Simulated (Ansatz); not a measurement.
**WSe₄: density, localisation and related maps**

The calculation's input:

```
crystal:
  lattice:
    - [4.9043260098, 0.0, 0.0]
    - [0.0, 4.9043260098, 0.0]
    - [0.0, 0.0, 4.9043260098]
  atoms:
    - { symbol: W, position: [0.5, 0.5, 0.5] }
    - { symbol: Se, position: [0.0, 0.0, 0.0] }
    - { symbol: Se, position: [0.0, 0.5, 0.5] }
    - { symbol: Se, position: [0.5, 0.0, 0.5] }
    - { symbol: Se, position: [0.5, 0.5, 0.0] }
basis:
  ecutwfc: 420
kpoints:
  mp_grid: { grid: [8, 8, 8] }
hamiltonian:
  xc: pbe
scf:
  occupations: { method: gaussian, width: 0.1 }
output:
  forces: true
  stress: true
  eigenvalues: true
  write_density: true
  write_potential: true
  elf: true
  volumetric_format: npy
relax:
  adjacent_minimum: "off"
  f_tol: 0.01
  max_steps: 80
  cell: { stress_tol: 0.05 }
```

Run with:

```sh
ansatz run input.yaml --threads 1 --pin off --max-ram 2560MiB --backend cpu --events-out ev --progress --plain --runs-dir out
```

Below, planes, directions and counts refer to the conventional cell (a = 4.91 Å, b = 4.91 Å, c = 4.91 Å, α = 90.00°, β = 90.00°, γ = 90.00°).

The fields are those of the relaxed geometry.

Space group Pm-3m; a structure generated by program, which may or may not match a known phase.

Theory: Ansatz, DFT PBE, scalar-relativistic, plane waves, PAW.

In a PAW calculation such maps are meaningful between the atoms, not at the nuclei.

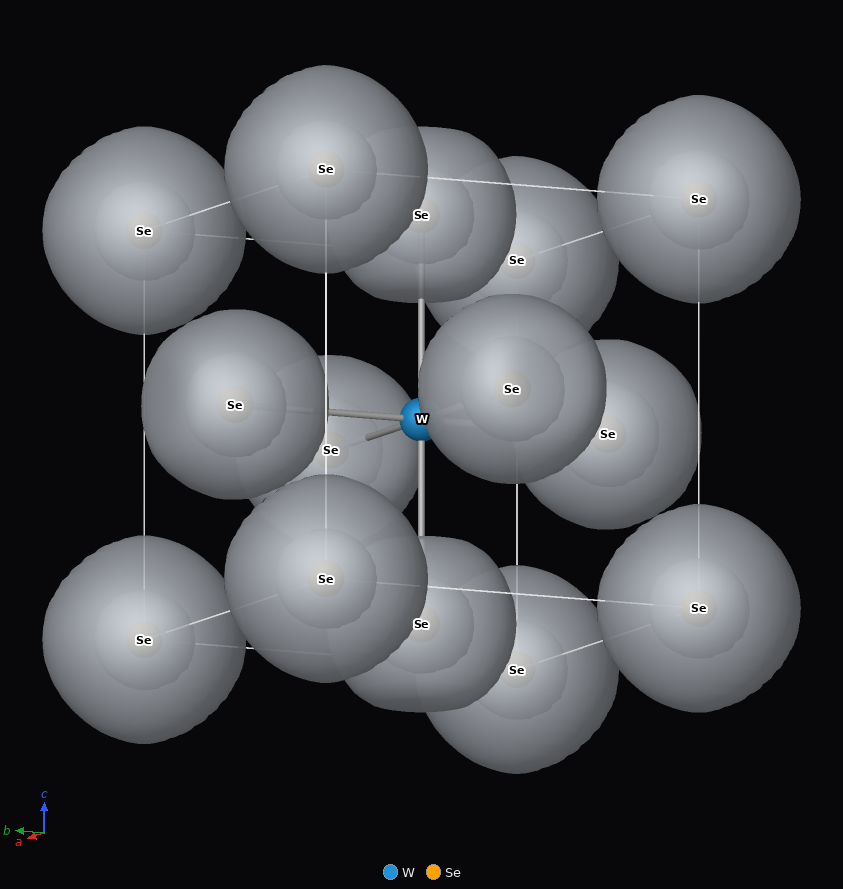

Figure 1. Isosurface of the ELF at 0.7 (grey), seen at an oblique angle. Only the valence region is drawn (cores and ρ < 0.01 e/Å³ removed). Sticks mark near contacts.

**Identify the bonds, lone pairs and shells in this picture.**

The surface consists of four regions wrapped around Se (the valence shell of each), counted in one cell of 5 atoms. Regions shared between cells count once.


W–Se (2.45 Å): the ELF is about 0.40 at the midpoint.

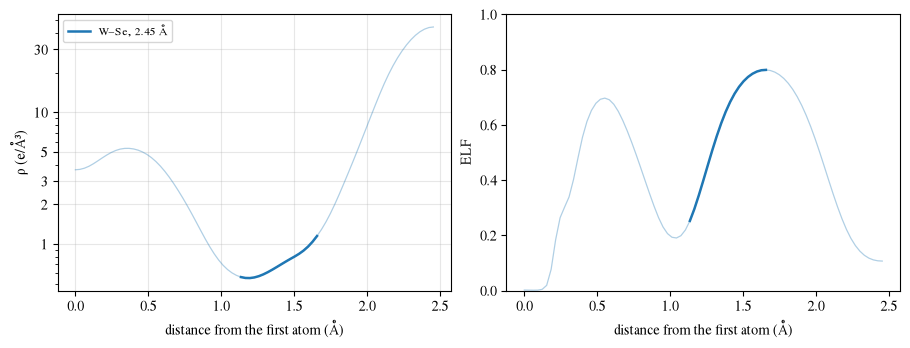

Figure 2. Valence charge density (pseudo) and electron localisation function along straight lines between neighbouring atoms. Thin, pale parts lie inside the atomic spheres.

**What can be read from the curves?**

W–Se (2.45 Å): the density is about 0.56 e/Å³ at the midpoint; the ELF is about 0.40 at the midpoint.

**Metal or insulator at this level of theory?**

It is metallic or semimetallic at this level of theory: no gap opens; semilocal functionals without U, or without the true magnetic order, often close the gap of such compounds.
